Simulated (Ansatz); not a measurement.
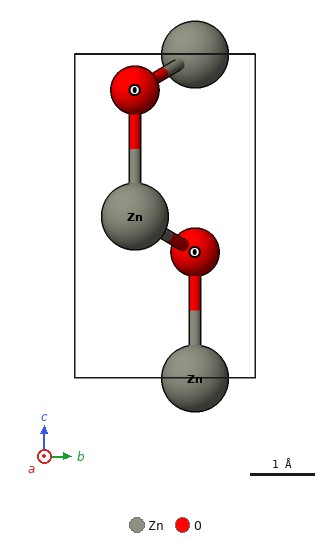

Fig. 1: The structure as given in the input (ball-and-stick view of the cell of the calculation, along the a axis). An atom can appear more than once, as a periodic image. Near neighbours in the periodic cell (some may lie outside the picture): Zn has 4 O at 1.97 to 1.99 Å; O has 4 Zn at 1.97 to 1.99 Å.

Geometry relaxation of ZnO (part 1 of 2)

- system: ZnO (4 atoms in the cell)
- method: DFT r2SCAN, scalar-relativistic, plane waves, PAW, no spin polarisation (Ansatz 0.2.0)

The structure was made by swapping elements on the sites of another compound; it need not be a known phase. It belongs to a series of runs on one base structure; here: Mn -> Zn on all its sites, cell and atoms relaxed.

Log:
```
Engine: ansatz 0.2.0, x86_64-unknown-linux-gnu
Pseudopotentials: kind: paw
Pseudopotential: Zn, paw, valence charge 12, recommended cutoff 500 eV (meta_gga), Zn.paw.azcp
Pseudopotential: O, paw, valence charge 6, recommended cutoff 500 eV (meta_gga), O.paw.azcp
Functional definition: r2SCAN
  parameter k0 = 0.174
  parameter k1 = 0.065
  parameter a1 = 4.9479
  exchange = r2scan_x(k0 = k0, k1 = k1, a1 = a1)
  correlation = r2scan_c
Crystal: 4 atoms, lattice volume = 47.429 Å³
Basis set: ecut = 500 eV, 1177 PW (Γ), exchange–correlation on 96×96×160 points (64 copies of the dense FFT grid, shifted against one another)
Bands: 22, of which v1, the nominal top of the filled ones, is band 18 counted from 1 (17 counted from 0)
Symmetry: 12 space group operations
Space group: P63mc (ITA 186), of the structure as read, at distance tolerance 3.6e-5 Å
k-points: 76 of 864 (time reversal used)
Non-local potential: Zn, projectors of the file, l = 0: 2, l = 1: 2, l = 2: 3, l = 3: 1
Non-local potential: O, projectors of the file, l = 0: 2, l = 1: 2, l = 2: 1
PAW form: soft (Blöchl's): semilocal exchange-correlation on the pseudo side does not see the compensation charge
PAW frozen core: Zn, regenerated for the run's functional (the file was generated under x = pbe(κ = 0.804, μ = 0.2195149727645171), c = pbe(β = 0.06672455060314922))
PAW frozen core: O, regenerated for the run's functional (the file was generated under x = pbe(κ = 0.804, μ = 0.2195149727645171), c = pbe(β = 0.06672455060314922))
PAW one-centre angular grid: Zn, 590 points (default); XC on 261 of its mesh's 2673 points in the sphere
PAW one-centre angular grid: O, 302 points (default); XC on 160 Gauss nodes
Initial density: superposition of atomic densities (neutral atoms: chi_scale 0, normalization atom), corrected by the library's trained network
Initial wavefunctions: pseudopotential atomic-orbital guess
Functional: x = r2scan, c = r2scan; τ floored in thin density (d = 2e-4 eV/Å³)
SCF iter   1: F=—  HF=-7789.820311 eV  |F-HF|=—  |Δ(HF+E_count)|=         —  Δρ=2.03e-2  dr2=9.55e-2  dr2_τ=9.89e-2  ethr=1.77e-3  ⟨swp⟩=6.0  Hψ=7599  notcnv=0
preconditioner: auto → Resta (q_TF=auto, 2.606 Å⁻¹)  ε∞=6.6  [insulator: Δε(μ)=1.411 eV  Ē_g=13.667 eV  σ=0.020 eV  W_gap=1.00  n_scr=22 (ndim 8)  ℏωp=32.4 eV  f_vac=0.039  D(μ)=0.00/eV (n_scr^D=0)  ε∞_Penn≈6.6]
SCF iter   2: F=—  HF=-7789.843535 eV  |F-HF|=—  |Δ(HF+E_count)|=   2.32e-2  Δρ=4.98e-3  dr2=9.50e-3  dr2_τ=6.86e-4  ethr=2.65e-4  ⟨swp⟩=2.6  Hψ=3863  notcnv=0
SCF iter   3: F=—  HF=-7789.840910 eV  |F-HF|=—  |Δ(HF+E_count)|=   2.62e-3  Δρ=4.78e-3  dr2=5.44e-3  dr2_τ=2.15e-4  ethr=2.64e-5  ⟨swp⟩=2.0  Hψ=3192  notcnv=0
SCF iter   4: F=—  HF=-7789.839697 eV  |F-HF|=—  |Δ(HF+E_count)|=   1.21e-3  Δρ=5.54e-4  dr2=1.16e-4  dr2_τ=2.70e-5  ethr=1.51e-5  ⟨swp⟩=3.0  Hψ=3151  notcnv=0
SCF iter   5: F=—  HF=-7789.839773 eV  |F-HF|=—  |Δ(HF+E_count)|=   7.62e-5  Δρ=2.96e-4  dr2=2.43e-5  dr2_τ=2.08e-6  ethr=3.23e-7  ⟨swp⟩=2.4  Hψ=2915  notcnv=0
SCF iter   6: F=—  HF=-7789.839797 eV  |F-HF|=—  |Δ(HF+E_count)|=   2.39e-5  Δρ=4.58e-5  dr2=1.16e-6  dr2_τ=1.79e-8  ethr=6.74e-8  ⟨swp⟩=2.0  Hψ=2701  notcnv=0
SCF iter   7: F=—  HF=-7789.839798 eV  |F-HF|=—  |Δ(HF+E_count)|=   6.37e-7  Δρ=1.72e-5  dr2=1.26e-7  dr2_τ=7.85e-9  ethr=3.23e-9  ⟨swp⟩=2.0  Hψ=2896  notcnv=0
SCF iter   8: F=-7789.839797 eV  HF=-7789.839798 eV  |F-HF|=4.20e-8  |Δ(HF+E_count)|=   2.18e-8  Δρ=1.11e-5  dr2=5.63e-8  dr2_τ=4.50e-9  ethr=2.78e-10  ⟨swp⟩=5.4  Hψ=7478  notcnv=0
SCF 1 converged in 8 iterations: F = -7789.839797 eV  dr2 = 5.63e-8
  greatest PAW one-centre occupation: 0.987 electrons in one spin orbital (limit 2), on the Zn atom at site 1 (counted from 0), in its partial waves of l = 2
relax step   1: F+E_penalty+E_count = -7789.83979748 eV  Δ(F+E_penalty+E_count) = +0.000e0 eV  max|allowed force component| = 3.212e-2 eV/Å  Δτ_max = 0.0000 Å  P = -0.802 GPa  Ω = 47.429 Å³  (8 SCF iters, dr2 threshold 1.00e-7 eV, accepted)
Crystal: 4 atoms, lattice volume = 47.361 Å³
Initial density: handed on by an earlier stage of this run
Initial wavefunctions: those handed on with the density
iter 1 solved again at ethr=2.57e-6 eV; its pass at ethr=3.10e-3 eV (dr2=9.24e-4 eV) is discarded
SCF iter   1: F=—  HF=-7789.845493 eV  |F-HF|=—  |Δ(HF+E_count)|=         —  Δρ=2.18e-3  dr2=9.30e-4  dr2_τ=5.99e-3  ethr=2.57e-6  ⟨swp⟩=1.9  Hψ=9625  notcnv=0
preconditioner: auto → Resta (q_TF=auto, 2.606 Å⁻¹)  ε∞=6.8  [insulator: Δε(μ)=1.259 eV  Ē_g=13.479 eV  σ=0.020 eV  W_gap=1.00  n_scr=22 (ndim 8)  ℏωp=32.4 eV  f_vac=0.041  D(μ)=0.00/eV (n_scr^D=0)  ε∞_Penn≈6.8]
SCF iter   2: F=—  HF=-7789.847242 eV  |F-HF|=—  |Δ(HF+E_count)|=   1.75e-3  Δρ=1.09e-3  dr2=2.25e-4  dr2_τ=7.63e-6  ethr=2.57e-6  ⟨swp⟩=2.0  Hψ=3344  notcnv=0
SCF iter   3: F=—  HF=-7789.847233 eV  |F-HF|=—  |Δ(HF+E_count)|=   9.09e-6  Δρ=1.98e-4  dr2=1.24e-5  dr2_τ=1.48e-6  ethr=6.24e-7  ⟨swp⟩=2.2  Hψ=3009  notcnv=0
SCF iter   4: F=—  HF=-7789.847243 eV  |F-HF|=—  |Δ(HF+E_count)|=   9.83e-6  Δρ=1.22e-4  dr2=4.24e-6  dr2_τ=3.28e-7  ethr=3.44e-8  ⟨swp⟩=2.0  Hψ=2959  notcnv=0
SCF iter   5: F=—  HF=-7789.847243 eV  |F-HF|=—  |Δ(HF+E_count)|=   1.47e-7  Δρ=4.23e-5  dr2=7.25e-7  dr2_τ=2.39e-8  ethr=1.18e-8  ⟨swp⟩=2.0  Hψ=2888  notcnv=0
SCF iter   6: F=-7789.847243 eV  HF=-7789.847243 eV  |F-HF|=2.56e-8  |Δ(HF+E_count)|=   2.53e-7  Δρ=1.66e-5  dr2=1.03e-7  dr2_τ=1.25e-8  ethr=1.11e-9  ⟨swp⟩=5.5  Hψ=7637  notcnv=0
SCF 2 converged in 6 iterations: F = -7789.847243 eV  dr2 = 1.03e-7
relax step   2: F+E_penalty+E_count = -7789.84724290 eV  Δ(F+E_penalty+E_count) = -7.445e-3 eV  max|allowed force component| = 5.543e-2 eV/Å  Δτ_max = 0.0073 Å  P = -0.488 GPa  Ω = 47.361 Å³  energy of the carried Pulay correction = +4.331e-5 eV  (6 SCF iters, dr2 threshold 4.00e-7 eV, accepted)
Crystal: 4 atoms, lattice volume = 47.237 Å³
Basis set: ecut = 500 eV, 1165 PW (Γ), exchange–correlation on 96×96×160 points (64 copies of the dense FFT grid, shifted against one another)
iter 1 solved again at ethr=1.29e-5 eV; its pass at ethr=3.10e-3 eV (dr2=4.66e-3 eV) is discarded
SCF iter   1: F=—  HF=-7789.845925 eV  |F-HF|=—  |Δ(HF+E_count)|=         —  Δρ=4.86e-3  dr2=4.69e-3  dr2_τ=2.86e-2  ethr=1.29e-5  ⟨swp⟩=2.2  Hψ=10733  notcnv=0
preconditioner: auto → Resta (q_TF=auto, 2.608 Å⁻¹)  ε∞=6.8  [insulator: Δε(μ)=1.235 eV  Ē_g=13.515 eV  σ=0.020 eV  W_gap=1.00  n_scr=22 (ndim 8)  ℏωp=32.4 eV  f_vac=0.034  D(μ)=0.00/eV (n_scr^D=0)  ε∞_Penn≈6.8]
SCF iter   2: F=—  HF=-7789.852739 eV  |F-HF|=—  |Δ(HF+E_count)|=   6.81e-3  Δρ=2.35e-3  dr2=1.06e-3  dr2_τ=3.93e-5  ethr=1.29e-5  ⟨swp⟩=2.7  Hψ=3453  notcnv=0
SCF iter   3: F=—  HF=-7789.852685 eV  |F-HF|=—  |Δ(HF+E_count)|=   5.40e-5  Δρ=4.11e-4  dr2=5.12e-5  dr2_τ=6.13e-6  ethr=2.94e-6  ⟨swp⟩=2.0  Hψ=3158  notcnv=0
SCF iter   4: F=—  HF=-7789.852734 eV  |F-HF|=—  |Δ(HF+E_count)|=   4.96e-5  Δρ=2.33e-4  dr2=1.67e-5  dr2_τ=1.30e-6  ethr=1.42e-7  ⟨swp⟩=2.0  Hψ=3017  notcnv=0
SCF iter   5: F=—  HF=-7789.852736 eV  |F-HF|=—  |Δ(HF+E_count)|=   1.78e-6  Δρ=8.98e-5  dr2=3.15e-6  dr2_τ=8.97e-8  ethr=4.64e-8  ⟨swp⟩=2.0  Hψ=2888  notcnv=0
SCF iter   6: F=—  HF=-7789.852736 eV  |F-HF|=—  |Δ(HF+E_count)|=   9.18e-8  Δρ=3.31e-5  dr2=4.51e-7  dr2_τ=4.22e-8  ethr=8.76e-9  ⟨swp⟩=2.0  Hψ=2888  notcnv=0
SCF iter   7: F=-7789.852736 eV  HF=-7789.852736 eV  |F-HF|=1.58e-8  |Δ(HF+E_count)|=   6.50e-8  Δρ=1.18e-5  dr2=5.48e-8  dr2_τ=6.02e-9  ethr=1.11e-9  ⟨swp⟩=6.1  Hψ=8350  notcnv=0
SCF 3 converged in 7 iterations: F = -7789.852736 eV  dr2 = 5.48e-8
relax step   3: F+E_penalty+E_count = -7789.85273636 eV  Δ(F+E_penalty+E_count) = -5.493e-3 eV  max|allowed force component| = 4.480e-2 eV/Å  Δτ_max = 0.0162 Å  P = +0.006 GPa  Ω = 47.237 Å³  energy of the carried Pulay correction = +1.225e-4 eV  (7 SCF iters, dr2 threshold 4.00e-7 eV, accepted)
Crystal: 4 atoms, lattice volume = 47.242 Å³
iter 1 solved again at ethr=6.41e-7 eV; its pass at ethr=3.10e-3 eV (dr2=2.31e-4 eV) is discarded
SCF iter   1: F=—  HF=-7789.852892 eV  |F-HF|=—  |Δ(HF+E_count)|=         —  Δρ=1.03e-3  dr2=2.28e-4  dr2_τ=1.39e-3  ethr=6.41e-7  ⟨swp⟩=2.0  Hψ=9371  notcnv=0
preconditioner: auto → Resta (q_TF=auto, 2.607 Å⁻¹)  ε∞=6.8  [insulator: Δε(μ)=1.237 eV  Ē_g=13.504 eV  σ=0.020 eV  W_gap=1.00  n_scr=22 (ndim 8)  ℏωp=32.4 eV  f_vac=0.034  D(μ)=0.00/eV (n_scr^D=0)  ε∞_Penn≈6.8]
SCF iter   2: F=—  HF=-7789.853040 eV  |F-HF|=—  |Δ(HF+E_count)|=   1.48e-4  Δρ=4.49e-4  dr2=4.22e-5  dr2_τ=2.40e-6  ethr=6.34e-7  ⟨swp⟩=2.0  Hψ=3167  notcnv=0
SCF iter   3: F=—  HF=-7789.853036 eV  |F-HF|=—  |Δ(HF+E_count)|=   4.10e-6  Δρ=6.93e-5  dr2=1.27e-6  dr2_τ=1.53e-7  ethr=1.17e-7  ⟨swp⟩=2.1  Hψ=2786  notcnv=0
SCF iter   4: F=-7789.853038 eV  HF=-7789.853038 eV  |F-HF|=9.05e-8  |Δ(HF+E_count)|=   2.14e-6  Δρ=2.58e-5  dr2=2.15e-7  dr2_τ=1.03e-8  ethr=1.11e-9  ⟨swp⟩=6.8  Hψ=8863  notcnv=0
SCF 4 converged in 4 iterations: F = -7789.853038 eV  dr2 = 2.15e-7
  greatest PAW one-centre occupation: 0.987 electrons in one spin orbital (limit 2), on the Zn atom at site 0 (counted from 0), in its partial waves of l = 2
relax step   4: F+E_penalty+E_count = -7789.85303822 eV  Δ(F+E_penalty+E_count) = -3.019e-4 eV  max|allowed force component| = 7.215e-3 eV/Å  Δτ_max = 0.0036 Å  P = -0.016 GPa  Ω = 47.242 Å³  energy of the carried Pulay correction = +1.191e-4 eV  (4 SCF iters, dr2 threshold 4.00e-7 eV, accepted)
Initial wavefunctions: pseudopotential atomic-orbital guess (no wavefunctions were taken with the density)
iter 1 solved again at ethr=1.64e-7 eV; its pass at ethr=3.10e-3 eV (dr2=5.90e-5 eV) is discarded
SCF iter   1: F=—  HF=-7789.852905 eV  |F-HF|=—  |Δ(HF+E_count)|=         —  Δρ=1.72e-4  dr2=6.18e-7  dr2_τ=1.00e-6  ethr=1.64e-7  ⟨swp⟩=3.0  Hψ=12204  notcnv=0
preconditioner: auto → Resta (q_TF=auto, 2.607 Å⁻¹)  ε∞=6.8  [insulator: Δε(μ)=1.238 eV  Ē_g=13.504 eV  σ=0.020 eV  W_gap=1.00  n_scr=22 (ndim 8)  ℏωp=32.4 eV  f_vac=0.034  D(μ)=0.00/eV (n_scr^D=0)  ε∞_Penn≈6.8]
SCF iter   2: F=—  HF=-7789.852936 eV  |F-HF|=—  |Δ(HF+E_count)|=   3.12e-5  Δρ=8.84e-5  dr2=2.13e-7  dr2_τ=1.33e-6  ethr=1.72e-9  ⟨swp⟩=2.0  Hψ=2849  notcnv=0
SCF iter   3: F=—  HF=-7789.852942 eV  |F-HF|=—  |Δ(HF+E_count)|=   5.45e-6  Δρ=8.31e-6  dr2=2.01e-8  dr2_τ=7.51e-10  ethr=5.91e-10  ⟨swp⟩=2.0  Hψ=3020  notcnv=0
SCF iter   4: F=—  HF=-7789.852942 eV  |F-HF|=—  |Δ(HF+E_count)|=   1.97e-8  Δρ=5.18e-6  dr2=4.93e-9  dr2_τ=3.38e-9  ethr=5.58e-11  ⟨swp⟩=2.0  Hψ=2888  notcnv=0
SCF iter   5: F=—  HF=-7789.852942 eV  |F-HF|=—  |Δ(HF+E_count)|=   1.44e-8  Δρ=1.15e-6  dr2=4.52e-10  dr2_τ=7.85e-11  ethr=1.37e-11  ⟨swp⟩=2.1  Hψ=2916  notcnv=0
SCF iter   6: F=-7789.852942 eV  HF=-7789.852942 eV  |F-HF|=2.91e-11  |Δ(HF+E_count)|=  2.35e-10  Δρ=3.19e-7  dr2=2.65e-11  dr2_τ=6.10e-12  ethr=1.00e-12  ⟨swp⟩=4.0  Hψ=6076  notcnv=0
SCF 5 converged in 6 iterations: F = -7789.852942 eV  dr2 = 2.65e-11
relax step   5: F+E_penalty+E_count = -7789.85294185 eV  Δ(F+E_penalty+E_count) = +9.637e-5 eV  max|allowed force component| = 6.791e-3 eV/Å  Δτ_max = 0.0000 Å  P = -0.015 GPa  Ω = 47.242 Å³  stress off target by 5.74e-2 GPa  SCF on the basis re-selected at this cell (its energy is not comparable with the rows above)  (6 SCF iters)
```

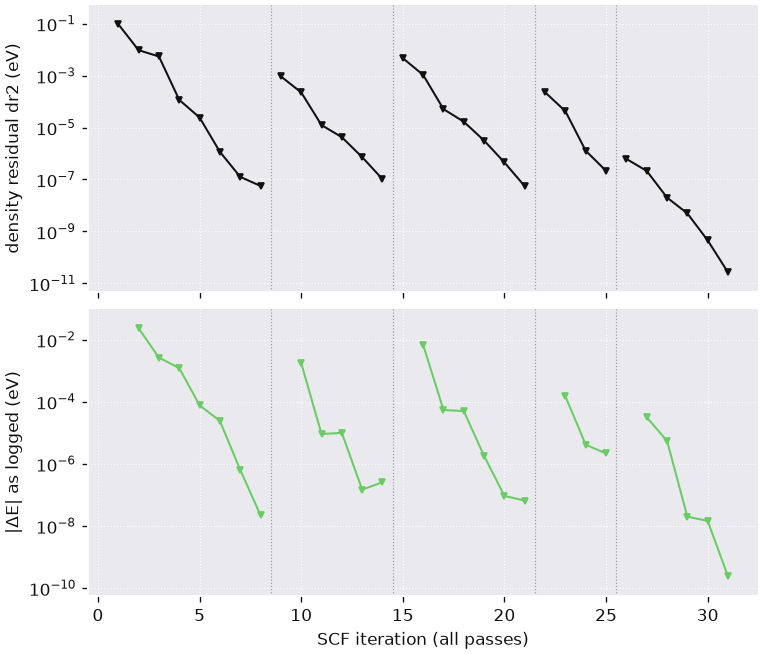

Fig. 2: Convergence of the self-consistent field: density residual dr2 and size of the energy change against the SCF iteration. The dotted lines part the SCF passes of the relaxation: geometry steps, rejected trials and re-solves on a re-selected basis. The 5 passes take 4 to 8 iterations each, 31 in all.
